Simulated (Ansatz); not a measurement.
**Geometry relaxation, with input and output: TiO2 (part 2 of 2)**

Continued. System: TiO2 (I4₁/amd, 6 atoms in the cell). Method: DFT PBE, scalar-relativistic, plane waves, PAW, no spin polarisation (Ansatz 0.2.0); cutoff 420 eV, 10×10×10 k-mesh, Gaussian smearing of 0.02 eV. The structure derives from a Materials Project entry.

Geometry of the input (Å; fractional positions):
```
-1.8913  1.8913  4.8075
1.8913  -1.8913  4.8075
1.8913  1.8913  -4.8075
Ti 0.0000  0.0000  0.0000
Ti 0.7500  0.2500  0.5000
O  0.9572  0.4572  0.5000
O  0.2072  0.2072  -0.0000
O  0.5428  0.0428  0.5000
O  0.7928  0.7928  0.0000
```

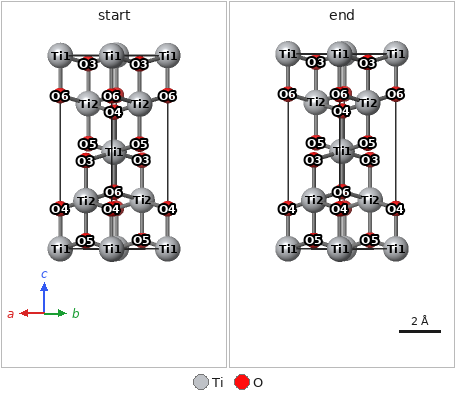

**Figure 1.** Before (left) and after (right) the relaxation, at one scale (ball-and-stick view of the cell 2 times as large as that of the calculation, set on its symmetry axes, seen at an oblique angle). Over 3 geometry steps the energy falls by 2.0 meV per atom. The largest force component goes from 0.048 to 0.0012 eV/Å. Pressure: 3.41 GPa at the start and 0.01 GPa at the end. The basis was re-selected once at an unchanged geometry, which shifts the energy a little without any move. The largest moves relative to the cell, 0.007 Å, are those of O3, O4, O5 and O6. Ti stays in place. The volume changes by +1.8 %, with a = b 3.783 → 3.799 Å (+0.4 %), c 9.615 → 9.698 Å (+0.9 %). Among the contacts that change: Ti1–O4 1.992 → 2.002 Å, Ti1–O3 1.936 → 1.946 Å. The space group stays I4_1/amd (No. 141). The energy change given includes the shifts at the re-selections in mid-walk, which come without any move. A last SCF at the same geometry on a re-selected plane-wave basis shifts the energy by next to nothing (0.0 meV per atom). (Atoms are counted from 1 in the order of the input.)

```
basis re-selected at this cell: Δ(F+E_penalty+E_count) = -2.488e-4 eV, ΔP = +0.004 GPa vs the last step (what re-selecting the basis moved, of the pressure what is left beyond the Pulay correction that the steps carried, after the strain that the cell walked since its last selection, with what the two solves' SCF thresholds leave and, on support functions, any second-order correction that the steps lacked; it is no measure of the basis error at this ecutwfc). This SCF's stress stands 4.27e-2 GPa from its target on what of the cell is left free (relax.cell.stress_tol is 5.00e-2 GPa) and its largest allowed force component is 1.21e-3 eV/Å (relax.f_tol is 5.00e-3 eV/Å): within both
SCF converged after 6 iterations
Free energy (F): -7277.499881 eV
Harris-Foulkes:  -7277.499881 eV  (|F-HF|=2.55e-11)
Internal energy: -7277.499881 eV  (E = F + TS)
E sigma→0 (E₀):  -7277.499881 eV
Fermi energy:    8.031777 eV
--- Per-component energies (eV) ---
  E_band       = -471.277998
  E_kinetic    = 1244.866128
  E_local      = -3616.079411  (includes V_loc(G=0)·N_el)
  E_nonlocal   = 196.372323
  E_hartree    = 1401.054516
  E_xc         = -492.101567
  E_vxc        = -623.122974  (∫ρ·V_xc dr)
  E_paw        = -2721.733817  (= ΣΔE_a)
  E_vpaw       = -475.433290  (= ΣTr[D̂ρ^β])
  E_aug_tail   = 0.010155  (compensation charges beyond the density's cutoff)
  E_ewald      = -3289.888207
  E_smearing   = -0.000000  (= −TS)
  E_closure    = -0.000000  (closes the sum)
  Σ components = -7277.499881   (vs F -7277.499881, Δ=0.00e0)
--- Forces (eV/Å), atoms counted from 1 ---
  atom   1  Ti     0.00000000     0.00000000    -0.00000000
  atom   2  Ti    -0.00000000     0.00000000     0.00000000
  atom   3  O     -0.00000000     0.00000000     0.00121002
  atom   4  O      0.00000000     0.00000000     0.00121002
  atom   5  O     -0.00000000     0.00000000    -0.00121002
  atom   6  O      0.00000000     0.00000000    -0.00121002
  max |Σ_I F_I| component: 1.86e-17 eV/Å
--- Stress (GPa, compression-positive) ---
       -0.006595      -0.000000       0.000000
       -0.000000      -0.006595      -0.000000
        0.000000      -0.000000       0.042668
  P = ⅓ Tr σ = 0.0098 GPa (0.098 kbar)
--- Band table (eV; the first three rows and the last of 102) ---
  k-point 0: bands = ["-49.4288", "-49.3770", "-25.8692", "-25.6527", "-25.6527", "-25.5907", "-25.5907", "-25.5140", "-10.5818", "-9.5620", "-9.4885", "-9.1078", "3.0921", "3.1959", "3.1959", "3.5992", "4.9839", "4.9839", "5.0111", "6.1820", "6.1820", "6.1906", "6.5542", "6.5542", "9.0993", "9.7675", "10.9560", "10.9560", "10.9616", "10.9616"]
  k-point 1: bands = ["-49.4272", "-49.3779", "-25.8680", "-25.6692", "-25.6585", "-25.6000", "-25.5911", "-25.5112", "-10.4896", "-9.5073", "-9.4498", "-9.0839", "2.9968", "3.0803", "3.0863", "3.6136", "4.7909", "5.0728", "5.1208", "5.9631", "5.9821", "6.0955", "6.2370", "6.6691", "9.5077", "9.8301", "10.5330", "10.7377", "10.7945", "10.9070"]
  k-point 2: bands = ["-49.4225", "-49.3806", "-25.8649", "-25.7089", "-25.6730", "-25.6245", "-25.5900", "-25.5091", "-10.2351", "-9.3698", "-9.3436", "-9.0234", "2.6289", "2.8478", "3.0395", "3.7096", "4.3879", "4.8723", "5.0807", "5.3417", "5.4058", "5.8482", "6.3823", "6.7739", "9.8654", "10.0888", "10.2570", "10.5613", "10.6013", "11.0310"]
  k-point 101: bands = ["-49.4030", "-49.4030", "-25.6945", "-25.6945", "-25.6732", "-25.6732", "-25.5700", "-25.5700", "-10.0368", "-10.0368", "-9.3555", "-9.3555", "3.2735", "3.2735", "3.3445", "3.3445", "5.0053", "5.0053", "5.6446", "5.6446", "5.7408", "5.7408", "6.8728", "6.8728", "9.4226", "9.4226", "10.6839", "10.6839", "11.2432", "11.2432"]
--- Relaxed structure (4 steps of the walk, 4 accepted, 2 SCFs on fresh bases) ---
  F+E_penalty+E_count = -7277.49988148 eV   max|allowed force component| = 1.210e-3 eV/Å   (the final SCF, on the basis selected at the relaxed cell)
  cell:  # Å, volume = 69.9883 Å³
    - [-1.8995999947340303, 1.8995999947340303, 4.848873191589154]
    - [1.8995999947340303, -1.8995999947340303, 4.848873191589154]
    - [1.8995999947340303, 1.8995999947340303, -4.848873191589154]
  atoms:
    - { symbol: Ti, position: [3.382838499522654e-20, 3.3828384995226613e-20, 8.416440900857841e-35] }
    - { symbol: Ti, position: [0.7499999999999999, 0.24999999999999997, 0.49999999999999983] }
    - { symbol: O, position: [0.9564814580776495, 0.45648145807764956, 0.49999999999999983] }
    - { symbol: O, position: [0.20648145807764945, 0.20648145807764945, -1.0053154877325137e-34] }
    - { symbol: O, position: [0.5435185419223504, 0.043518541922350495, 0.49999999999999994] }
    - { symbol: O, position: [0.7935185419223503, 0.7935185419223503, -3.7351049395268847e-35] }
```

## Trajectory as extended XYZ (Å, eV, eV/Å), 6 frames, from step=1 to step=6
```
6
Lattice="-1.8913 1.8913 4.8075 1.8913 -1.8913 4.8075 1.8913 1.8913 -4.8075" Properties=species:S:1:pos:R:3:forces:R:3 step=1 energy=-7277.48781 pressure_GPa=3.41
Ti    0.0000    0.0000    0.0000    0.0000   0.0000   0.0000
Ti    0.0000    1.8913    2.4038    0.0000   0.0000   0.0000
O     0.0000    1.8913    4.3955    0.0000   0.0000   0.0481
O     0.0000    0.0000    1.9918    0.0000   0.0000   0.0481
O     0.0000    1.8913    0.4120    0.0000   0.0000  -0.0481
O     0.0000    0.0000    7.6232    0.0000   0.0000  -0.0481
6
Lattice="-1.8974 1.8974 4.8313 1.8974 -1.8974 4.8313 1.8974 1.8974 -4.8313" Properties=species:S:1:pos:R:3:forces:R:3 step=2 energy=-7277.49501 pressure_GPa=0.98
Ti    0.0000    0.0000    0.0000    0.0000   0.0000   0.0000
Ti    0.0000    1.8974    2.4157    0.0000   0.0000   0.0000
O     0.0000    1.8974    4.4144    0.0000   0.0000   0.0081
O     0.0000    0.0000    1.9988    0.0000   0.0000   0.0081
O     0.0000    1.8974    0.4169    0.0000   0.0000  -0.0081
O     0.0000    0.0000    7.6639    0.0000   0.0000  -0.0081
6
Lattice="-1.8998 1.8998 4.8429 1.8998 -1.8998 4.8429 1.8998 1.8998 -4.8429" Properties=species:S:1:pos:R:3:forces:R:3 step=3 energy=-7277.49463 pressure_GPa=0.01
Ti    0.0000    0.0000    0.0000    0.0000   0.0000   0.0000
Ti    0.0000    1.8998    2.4214    0.0000   0.0000   0.0000
O     0.0000    1.8998    4.4230    0.0000   0.0000  -0.0026
O     0.0000    0.0000    2.0016    0.0000   0.0000  -0.0026
O     0.0000    1.8998    0.4198    0.0000   0.0000   0.0026
O     0.0000    0.0000    7.6842    0.0000   0.0000   0.0026
6
Lattice="-1.8998 1.8998 4.8429 1.8998 -1.8998 4.8429 1.8998 1.8998 -4.8429" Properties=species:S:1:pos:R:3:forces:R:3 step=4 energy=-7277.49987 pressure_GPa=0.15
Ti    0.0000    0.0000    0.0000    0.0000   0.0000   0.0000
Ti    0.0000    1.8998    2.4214    0.0000   0.0000   0.0000
O     0.0000    1.8998    4.4230    0.0000   0.0000  -0.0025
O     0.0000    0.0000    2.0016    0.0000   0.0000  -0.0025
O     0.0000    1.8998    0.4198    0.0000   0.0000   0.0025
O     0.0000    0.0000    7.6842    0.0000   0.0000   0.0025
6
Lattice="-1.8996 1.8996 4.8489 1.8996 -1.8996 4.8489 1.8996 1.8996 -4.8489" Properties=species:S:1:pos:R:3:forces:R:3 step=5 energy=-7277.49963 pressure_GPa=0.01
Ti    0.0000    0.0000    0.0000    0.0000   0.0000   0.0000
Ti    0.0000    1.8996    2.4244    0.0000   0.0000   0.0000
O     0.0000    1.8996    4.4268    0.0000   0.0000   0.0012
O     0.0000    0.0000    2.0024    0.0000   0.0000   0.0012
O     0.0000    1.8996    0.4220    0.0000   0.0000  -0.0012
O     0.0000    0.0000    7.6953    0.0000   0.0000  -0.0012
6
Lattice="-1.8996 1.8996 4.8489 1.8996 -1.8996 4.8489 1.8996 1.8996 -4.8489" Properties=species:S:1:pos:R:3:forces:R:3 step=6 energy=-7277.49988 pressure_GPa=0.01
Ti    0.0000    0.0000    0.0000    0.0000   0.0000   0.0000
Ti    0.0000    1.8996    2.4244    0.0000   0.0000   0.0000
O     0.0000    1.8996    4.4268    0.0000   0.0000   0.0012
O     0.0000    0.0000    2.0024    0.0000   0.0000   0.0012
O     0.0000    1.8996    0.4220    0.0000   0.0000  -0.0012
O     0.0000    0.0000    7.6953    0.0000   0.0000  -0.0012
```

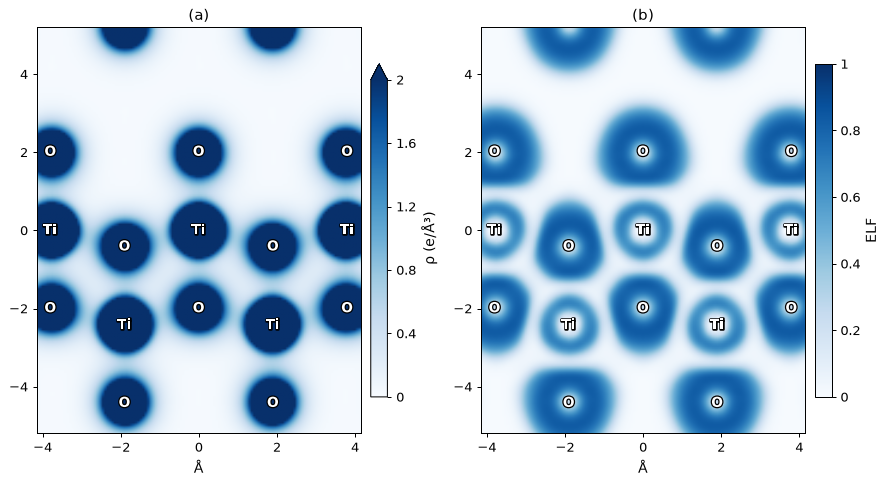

**Figure 2.** (a) valence pseudo-density; (b) electron localisation function on the (010) plane of the conventional cell. Atoms in the plane: Ti and O. Ti–O (1.95 Å): the density is about 0.72 e/Å³ at the midpoint; the ELF is about 0.20 at the midpoint. Ti–O (2.00 Å): the density is about 0.64 e/Å³ at the midpoint; the ELF is about 0.20 at the midpoint. Away from the nuclei the density in this plane falls to 0.02 e/Å³ at its lowest. The strong features right at Ti lie inside the PAW spheres (semicore, d or f shells) and say nothing about bonding. Core electrons are frozen (PAW), so the fields are smoothed inside the atomic spheres.

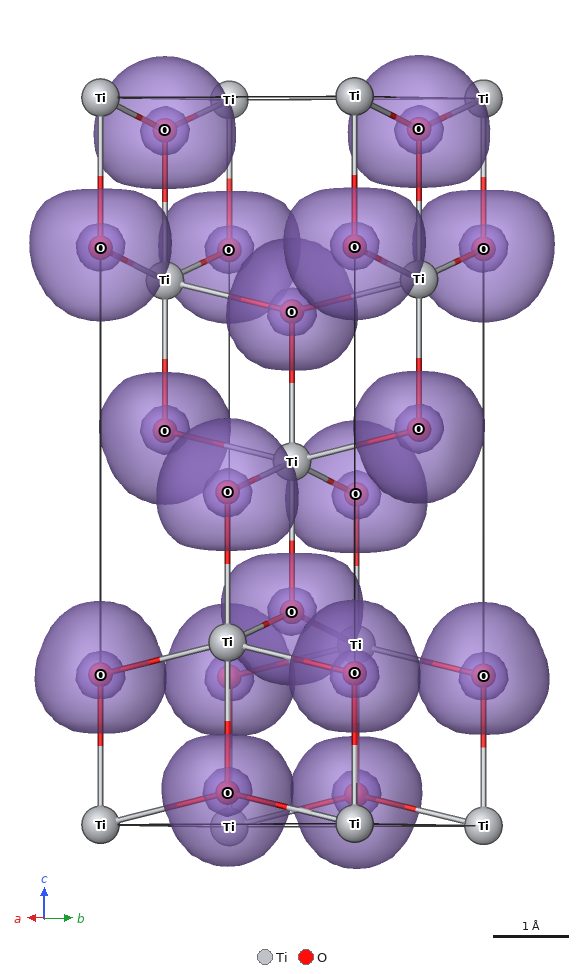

**Figure 3.** Isosurface of the electron localisation function at 0.65 (purple), seen at an oblique angle. Only the valence region is drawn (cores and ρ < 0.01 e/Å³ removed). Sticks mark near contacts. The outline is the cell set on symmetry axes. Profiles from the grid: Ti–O (1.95 Å): the ELF is about 0.20 at the midpoint. Ti–O (2.00 Å): the ELF is about 0.20 at the midpoint.

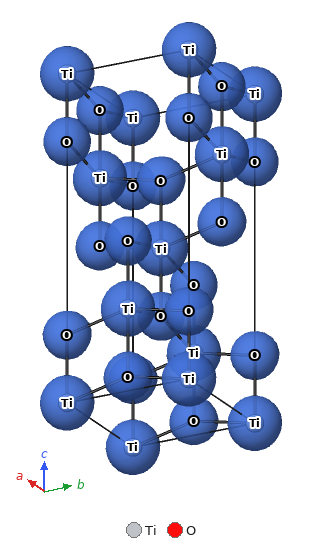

**Figure 4.** Isosurface of the valence pseudo-density at 1.5 e/Å³ (blue), seen at an oblique angle. Sticks mark near contacts. The outline is the cell set on symmetry axes. At this value the density breaks into separate islands; it holds about 65 % of the electrons treated as valence (semicore included). It is pinched off along the Ti–O (1.95 Å) and Ti–O (2.00 Å) contacts. On the grid the lowest density along these lines, outside the cores, is 0.72 e/Å³ (Ti–O, 1.95 Å) and 0.64 e/Å³ (Ti–O, 2.00 Å).
